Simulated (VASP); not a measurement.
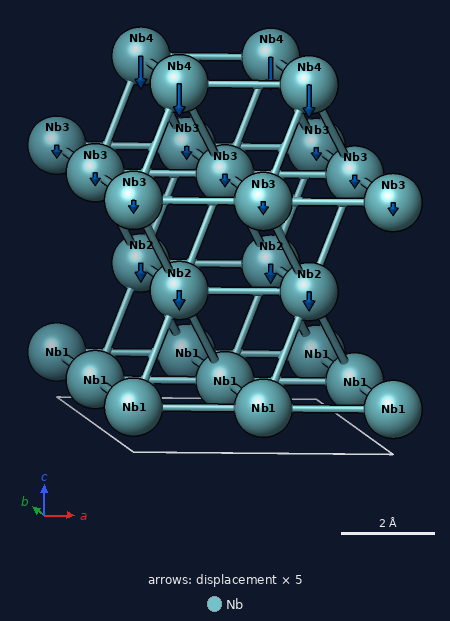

A relaxation of a slab of composition Nb. The starting structure is drawn; blue arrows show the displacements, 5 times their true length.

The picture is a ball-and-stick view of the 2 × 2 repeat of the cell, outlined in the plane, without the vacuum, seen slightly off an axis.

The run lets the atoms move in a fixed cell. 1 atoms are held fixed.

Level of theory: VASP 6.6.1, Kohn-Sham DFT of a periodic cell, LDA, VASP PAW LDA potentials, recommended.

Input file:
```
ALGO = Normal
DIPOL = 0.5 0.5 0.500
EDIFF = 1E-6
EDIFFG = -0.02
ENCUT = 520
GGA = CA
IBRION = 2
IDIPOL = 3
ISIF = 2
ISMEAR = 1
KPAR = 2
LASPH = True
LCHARG = False
LDIPOL = True
LREAL = False
LWAVE = False
NELM = 120
NSW = 90
PREC = Accurate
SIGMA = 0.1
```

Command:
```bash
cat potpaw_LDA.64/Nb_sv/POTCAR > POTCAR
mpirun -np 2 vasp_std > vasp.out
```

What did the optimiser do to the structure, and how much energy did it gain?

Answer. The largest move is that of Nb4, 0.15 Å along the normal (−c). The cell stays as it was. Some distances before and after: Nb1–Nb2 2.812 → 2.738 Å, Nb1–Nb2 (another image) 3.247 → 3.183 Å, Nb2–Nb3 2.812 → 2.835 Å, Nb2–Nb3 (another image) 3.247 → 3.267 Å. Among the angles between lasting bonds that change: Nb2–Nb1–Nb2 70.5° → 72.7°. After 9 geometry steps the energy has fallen by 36.5 meV per cell of the calculation. The largest force component goes from 0.42 to 0.0094 eV/Å. It ran on 2 threads of Intel(R) Xeon(R) Platinum 8488C (Sapphire Rapids), on a shared host.
